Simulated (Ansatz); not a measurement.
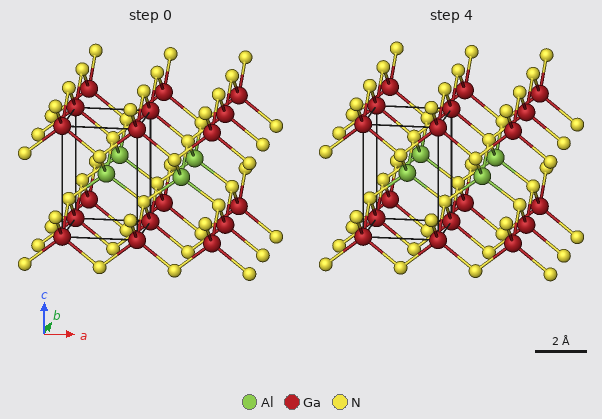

The structure of crystalline AlGaN2 (set up in P-4m2) before (left) and after (right) a relaxation, at one scale.

The picture is a ball-and-stick view of the cell of the calculation, repeated 2 × 2 × 1 with one cell outlined, seen slightly off an axis.

Case: biaxial strain in the a-b plane of -4.0 %; c and atoms relaxed.

All numbers below come from Ansatz 0.2.0, DFT r2SCAN, scalar-relativistic, plane waves, PAW. Set-up: plane-wave cutoff 500 eV; k-point mesh 8 × 8 × 6; occupations gaussian; smearing width 0.02 eV; no spin polarisation; cell relaxed at fixed a, b, gamma; force threshold 0.008 eV/Å; at most 40 steps.

> Summarise the run.

No atom moves by more than 0.005 Å relative to the cell. The volume changes by +1.6 %, with a = b unchanged at 3.013 Å, c 4.528 → 4.600 Å (+1.6 %). Some distances before and after: Al–N 1.857 → 1.868 Å, Ga–N 1.913 → 1.923 Å. The space group stays P-4m2 (No. 115). The energy falls by 3.1 meV per atom in 3 accepted moves (4 points after the start). The largest force component goes from 0.03 to 0.00019 eV/Å. Pressure: 13.02 GPa at the start and 8.97 GPa at the end. The SCF was repeated once at an unchanged geometry on a basis and grid sized afresh for the cell, which shifted the energy by 0.1 meV per atom at most.
